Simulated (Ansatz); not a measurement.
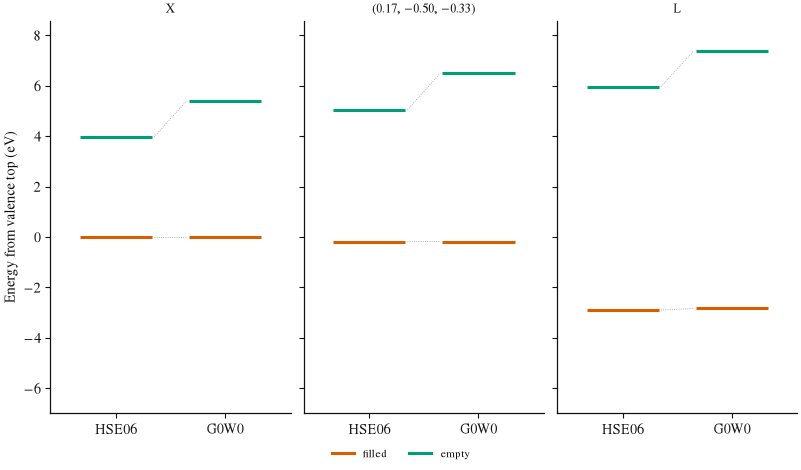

Levels at X, (0.17, −0.50, −0.33) and L in HSE06 and in G0W0, each set counted from its own valence top. Only the states that were corrected are drawn, so degenerate partners can be missing.

System: rocksalt LiH, space group Fm-3m, 2 atoms in the primitive cell, relaxed with r2SCAN+rVV10; cubic a = 3.997 Å. Starting point: HSE06, Ansatz PAW set, no spin polarisation, no spin-orbit coupling, 6×6×6 k mesh, 420 eV cutoff, fixed occupations (Ansatz). Many-body step: G0W0 with empty bands 60, screening cutoff 140 eV and frequency treatment contour deformation.

What does G0W0 do to the gap?

Answer. Over the k points that were corrected, the smallest gap goes from 3.97 eV in HSE06 (direct at X) to 5.41 eV in G0W0 (direct at X), a change of +1.44 eV (+36 %).

What are the quasiparticle weights at the band edges?

Answer. The quasiparticle weight (renormalisation factor) lies between 0.77 and 0.83 for the top filled and first empty levels.

Is the correction a rigid shift of the empty levels?

Answer. Counted from the valence top, the lowest empty level moves by +1.44 eV at X, +1.45 eV at (0.17, −0.50, −0.33) and +1.40 eV at L: a spread of 0.05 eV on a mean of 1.43 eV, so one scissor shift describes this level well.

| k point | HSE06 direct gap (eV) | G0W0 direct gap (eV) |
| --- | --- | --- |
| X | 3.97 | 5.41 |
| (0.17, −0.50, −0.33) | 5.24 | 6.68 |
| L | 8.87 | 10.21 |

The k mesh is coarse (spacing up to 0.45 Å⁻¹), so the values aren't converged, least of all with exact exchange. The PAW data sets were made with another functional. Bands, cutoffs and mesh are finite, so these values aren't at the basis limit.
